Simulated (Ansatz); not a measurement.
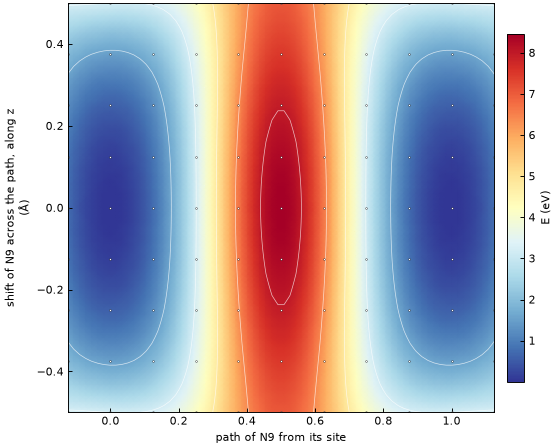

Energy landscape of AlN (Fm-3m phase) with one N vacancy (15 atoms in the cell, cell charge +3). An atom moved over a plane that holds its own site and a neighbouring vacancy (x, y and z along the cube axes). First axis: path of N9 from its site (0) to the vacancy (1), 2.836 Å. Second axis: shift of N9 across the path, along z. Nothing is relaxed (all other atoms held at the sites of the perfect crystal). The scan uses an 11 × 9 grid; 25 points were computed and 74 follow by symmetry. Points are written as (first, second). All energies are given in eV per cell relative to the lowest grid point. The cell is charged on a uniform background, without a charge correction. All numbers below come from Ansatz, DFT LDA, scalar-relativistic, plane waves, PAW. Settings: cutoff 420 eV, k-mesh 4×4×4, gaussian smearing 0.05 eV, no spin polarisation.

Drawn: a smooth colour map with a few white contour lines, dots at the grid points. Between grid points the surface is interpolated. 

Describe this landscape.

The lowest grid point is at (0.000, 0.000 Å) [nearest 6 Al at 2.01 Å]; the map holds 2 wells of about this depth. No other kind of well shows on this grid. The highest grid point, (0.500, 0.000 Å) [nearest 2 Al at 1.42 Å], lies 8.5 eV above the lowest.

Grid values (eV):

```tsv
second ↓, first →	−0.125	0.000	0.125	0.250	0.375	0.500	0.625	0.750	0.875	1.000	1.125
0.500	3.3	3.2	3.3	4.1	6.0	7.1	6.0	4.1	3.3	3.2	3.3
0.375	1.9	1.5	1.9	3.5	6.1	7.5	6.1	3.5	1.9	1.5	1.9
0.250	1.2	0.6	1.2	3.3	6.3	8.0	6.3	3.3	1.2	0.6	1.2
0.125	0.9	0.1	0.9	3.2	6.5	8.3	6.5	3.2	0.9	0.1	0.9
0.000	0.8	0.0	0.8	3.2	6.6	8.5	6.6	3.2	0.8	0.0	0.8
−0.125	0.9	0.1	0.9	3.2	6.5	8.3	6.5	3.2	0.9	0.1	0.9
−0.250	1.2	0.6	1.2	3.3	6.3	8.0	6.3	3.3	1.2	0.6	1.2
−0.375	1.9	1.5	1.9	3.5	6.1	7.5	6.1	3.5	1.9	1.5	1.9
−0.500	3.3	3.2	3.3	4.1	6.0	7.1	6.0	4.1	3.3	3.2	3.3
```

The whole map (25 points run) took 3 min on 4 threads of Arm Neoverse N1, with other jobs on the host.
